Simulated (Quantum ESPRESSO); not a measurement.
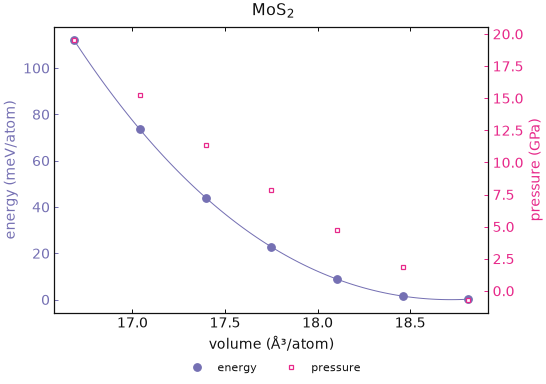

How it was computed, with Quantum ESPRESSO 7.5: plane-wave DFT, no spin polarisation; energies at scaled volumes of the given cell, shape and fractions fixed, counted from the fit's minimum, third-order Birch-Murnaghan fit. Level: PBE.

k mesh 10×10×10; occupations Fermi–Dirac; smearing width 0.05 eV; potentials SSSP 1.3 efficiency PBE; wave cutoff 816.3 eV; density cutoff 5987 eV.

Cell as given: a = 6.383 Å, b = 6.383 Å, c = 6.383 Å, α = 28.76°, β = 28.76°, γ = 28.76°; 3 atoms.

Energy and pressure against volume for MoS₂, space group R-3m (No. 166).

A third-order Birch–Murnaghan fit gives V0 = 18.72 Å³/atom, B0 = 132 GPa and B′ = 4.3. The energy falls from 112 meV/atom at volume 16.685 Å³/atom to 0 meV/atom at 18.815 Å³/atom. The pressure falls from 19.51 GPa at volume 16.685 Å³/atom to −0.68 GPa at 18.815 Å³/atom, and changes sign near 18.72 Å³/atom.

Limits of the calculation: shape and atomic fractions are frozen while scaling, which makes layered, chain and framework solids too stiff.
